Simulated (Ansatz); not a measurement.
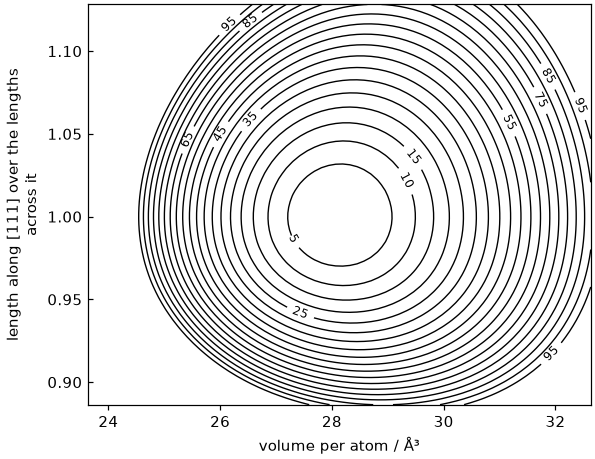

Energy landscape of CdSe (F-43m, No. 216; 2 atoms in the cell). The energy is mapped over volume and the cell's shape. The first coordinate is: volume per atom; the second: length along [111] over the lengths across it, relative to the cubic cell. Nothing is relaxed (fractional coordinates fixed). The grid has 7 × 7 points. Points are written as (first, second). All energies are given in meV/atom relative to the lowest grid point. These are results of DFT PBEsol, scalar-relativistic, plane waves, PAW (Ansatz 0.2.0), not measurements. Settings: cutoff 420 eV, k-mesh 10×10×10, gaussian smearing 0.05 eV, no spin polarisation.

Drawn: contour lines labelled in meV/atom (none above 95). Between grid points the surface is interpolated. 

Q: What does the map say about the system?

A: The lowest grid point is at (28.13 Å³, 1.000). No other kind of well shows on this grid. The highest grid point, (23.63 Å³, 0.886), lies 302 meV/atom above the lowest. Round the minimum the two coordinates are nearly uncoupled.

The values on the grid:

```
second ↓, first →  23.63  25.13  26.63  28.13  29.63  31.13  32.63
            1.128    271    157     93     67     69     91    129
            1.084    212    107     51     31     38     65    107
            1.041    175     75     24      8     19     49     94
            1.000    162     64     14      0     12     43     89
            0.961    176     76     25      9     20     50     94
            0.923    221    115     58     37     44     70    112
            0.886    302    184    117     88     87    108    143
```

Each point was launched as `ansatz run input.yaml --threads 1 --pin off --max-ram 2048MiB --backend cpu --events-out ev --progress --plain --runs-dir out`. Time for the 49 points that were run: 8.4 min on 1 thread of Arm Neoverse V2 (shared host).
